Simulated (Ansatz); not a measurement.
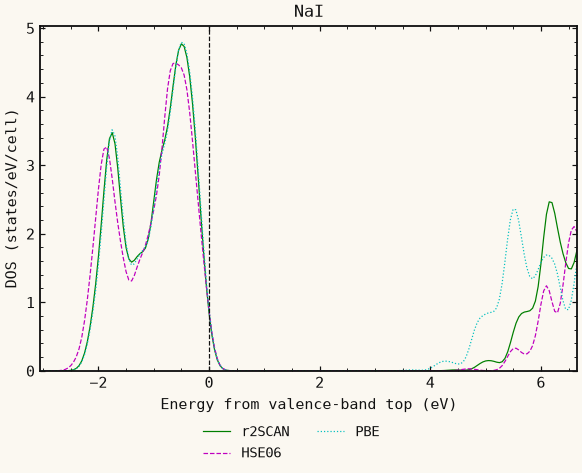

Total densities of states of NaI, space group Fm-3m (No. 225), 2 atoms in the cell, rocksalt type, by three methods on the same cell. The curves are built from the levels of the k mesh with Gaussians 0.3 eV wide, which also blur the band edges. Each is counted from its own valence-band top.

Question: How do the methods compare?

Answer: r2SCAN gives a gap of 4.45 eV, HSE06 gives a gap of 4.69 eV and PBE gives a gap of 3.66 eV.

Settings. r2SCAN: DFT, r2SCAN, plane waves, PAW, no spin polarisation, 8×8×8 k mesh, 500 eV cutoff (Ansatz 0.2.0). HSE06: DFT, HSE06, plane waves, PAW, no spin polarisation, 6×6×6 k mesh, 420 eV cutoff (Ansatz 0.2.0). PBE: DFT, PBE, plane waves, PAW, no spin polarisation, 8×8×8 k mesh, 420 eV cutoff, Fermi-Dirac smearing of 0.02 eV (Ansatz 0.2.0).

Spin-orbit coupling is left out, which matters for I.
